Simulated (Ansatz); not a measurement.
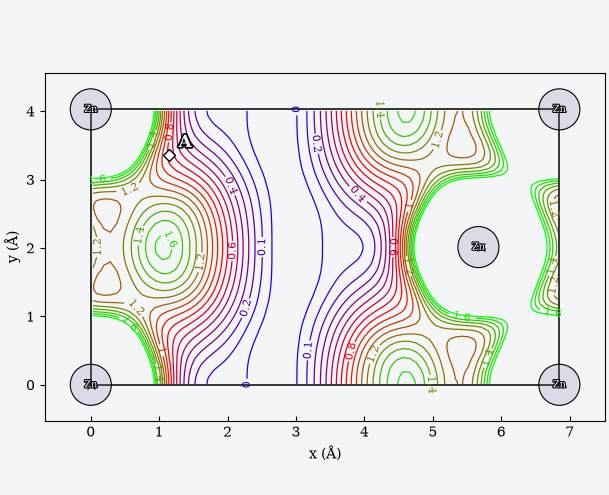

ZnSe (P4/nmm phase) with one H guest (9 atoms in the cell, cell charge +1). 
- A guest moved over a lattice plane through the rigid host; the plane is (1 0 1) of the conventional cell, half-way across the widest gap between atomic layers, origin above Zn3.
- Places are given modulo a cell vector. The map is drawn in real space over the plane of the scan.
- Nothing is relaxed (host rigid, guest held in the plane).
- Grid: 6 × 6 points; 22 points were computed and 12 follow by symmetry. At 2 points there is no value (left out of the scan, as a rule where atoms come close).
- Energies are in eV per cell, from the lowest grid point.
- The band gap closes in part of the range. The cell is charged on a uniform background, without a charge correction.
- Computed with DFT PBEsol, scalar-relativistic, plane waves, PAW in Ansatz 0.2.0. Settings: cutoff 420 eV, k-mesh 6×6×6, gaussian smearing 0.05 eV, no spin polarisation.

Drawn: contour lines labelled in eV (none above 1.7), crosses at grid points without a value, labelled circles for the fixed atoms within 1 Å of the plane, the outline of one cell of the plane, the point A. Between grid points the surface is interpolated.

### Is A at rest? If not, where is it pushed?

A, at (1/6, 5/6) of the cell vectors, is not a stationary point. The computed force is 1.1 eV/Å in the plane, pointing right in the picture (components 1.1 and 0.1 eV/Å).

PAW datasets: the set soft_1.
